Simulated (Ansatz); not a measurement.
H4C65 (slab)

H4C65 (slab), 69 atoms, a = 9.84 Å, b = 9.84 Å, c = 21.35 Å, α = 90.00°, β = 90.00°, γ = 120.00°.

The calculation used DFT PBE+D3(BJ), scalar-relativistic, plane waves, PAW (Ansatz).

The density is the valence pseudo-density of a PAW calculation; it isn't the true density close to the nuclei.

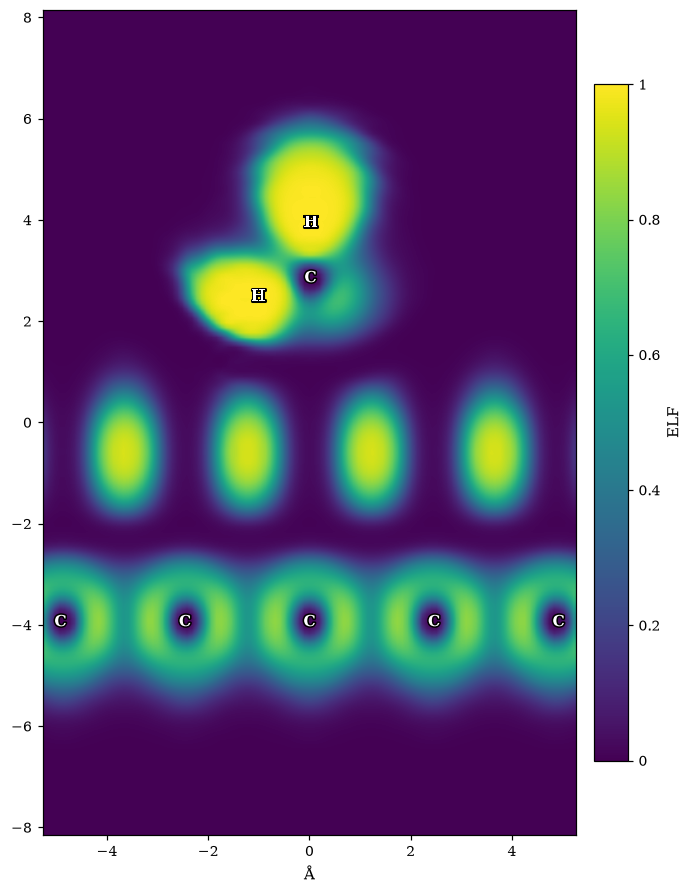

Figure 1. Electron localisation function on the (11̄0) plane of the calculation cell, a cut from vacuum to vacuum.

Q: What does the map show?

A: The section cuts through C and H sites.
Atoms just off the plane (C, 0.7 Å away) can leave unmarked features too.
C–H (1.10 Å): the ELF climbs to about 1 towards the hydrogen, as it does in any bond to H; a covalent bond by its length.

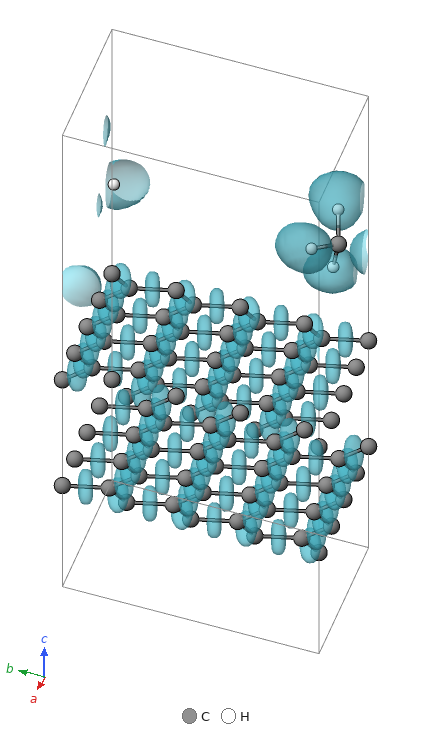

Figure 2. Isosurface of the electron localisation function at 0.85 (cyan), seen at an oblique angle. Only the valence region is drawn (cores and ρ < 0.01 e/Å³ removed). Sticks mark near contacts.

Q: Identify the bonds, lone pairs and shells in this picture.

A: At this value the surface marks out 96 regions between bonded C–C atoms (shared pairs) and four regions around hydrogen nuclei, counted in one cell of 69 atoms. Counts are for one cell; the picture repeats the cell along the surface. Profiles from the grid: C–C (1.42 Å): the ELF peaks at about 0.95 between the atoms, as expected for localised, covalent bonding.
